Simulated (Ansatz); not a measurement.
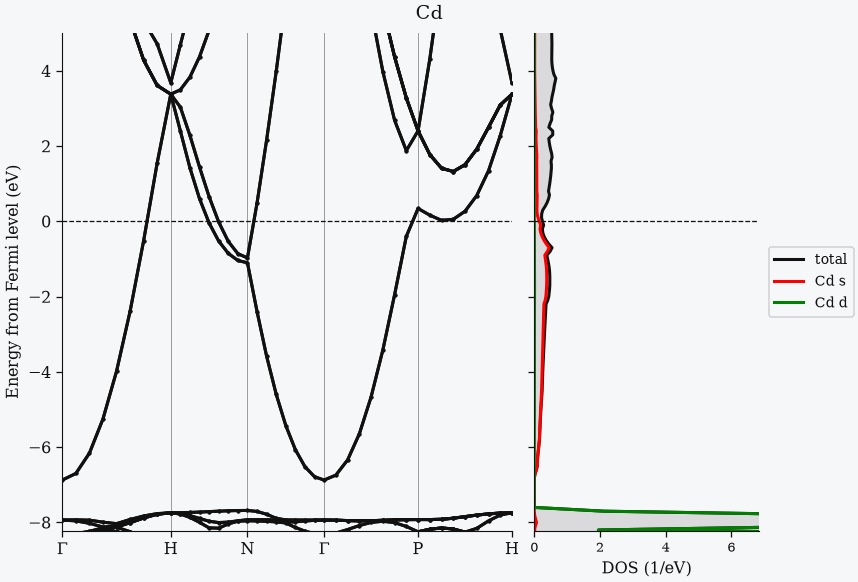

Band structure and density of states. Energies are counted from the Fermi level. The partial curves are projected on atomic shells; they sum to less than the total at higher energies, where shells that weren't projected contribute.

Question: What lattice type does the k path imply?

Answer: A body-centred cubic lattice: the path Γ–H–N–Γ–P–H runs through the special points of its Brillouin zone.

The material is bcc Cd, space group Im-3m, 1 atom in the primitive cell, volume scaled by a factor 1.25; cubic a = 3.844 Å.

Ansatz; LDA, all-electron LAPW, non-collinear spin, ferromagnetic start that ends with little or no moment, no spin-orbit coupling, 8×8×8 k mesh in the self-consistent step, Gaussian smearing of 0.1 eV.

Question: Is there a gap at the Fermi level?

Answer: A metal: bands cross the Fermi level along this path.

Question: What is the density of states at the Fermi level?

Answer: The density of states at the Fermi level is about 0.25 per eV and cell (mean within 0.25 eV).

The density of states comes from the program's own step for it, whose mesh and broadening can differ from those of the self-consistent step. The k mesh is thin for a metal, so its Fermi level is uncertain by some hundredths of an eV. The cell is at −7 GPa in this functional. This isn't the form of Cd at room conditions, which is hcp. The k mesh is thin for a density of states, so fine features aren't converged. Bands are joined in order of energy, so crossings between the computed points show as kinks or gaps.
